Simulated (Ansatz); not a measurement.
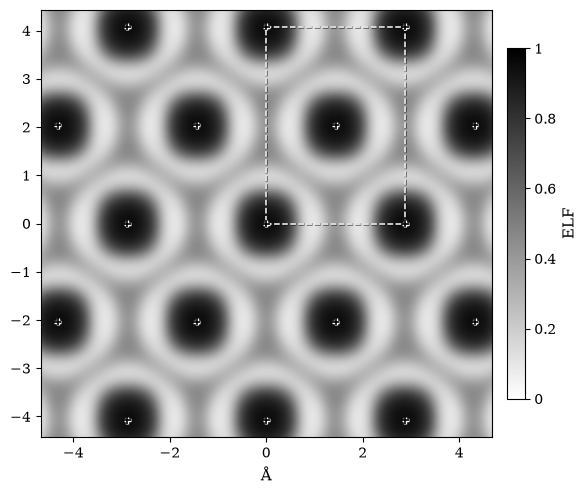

The electron localisation function on a plane through atoms (crosses mark nuclei in the plane).

Level of theory: DFT PBEsol, scalar-relativistic, plane waves, PAW in Ansatz 0.2.0.

Candidates:
A. GaCo, a = 3.11 Å, b = 3.11 Å, c = 2.77 Å, α = 90.00°, β = 90.00°, γ = 90.00°. Space group P4/mmm; changed on purpose from its base cell (strain +0.080 along x and y, -0.040 along z, atoms carried along); computed pressure about −21 GPa in this cell; computed without spin polarisation.
B. Cr, a = 2.88 Å, b = 2.88 Å, c = 2.88 Å, α = 90.00°, β = 90.00°, γ = 90.00°. Space group Im-3m; computed pressure about −18 GPa in this cell; computed without spin polarisation.

Which system is this?

Answer. Candidate B: Cr on the (101) plane of the conventional cell, which holds Cr. Cr–Cr (2.50 Å): the ELF is about 0.30 at the midpoint (no shared electron pair shows on this line).
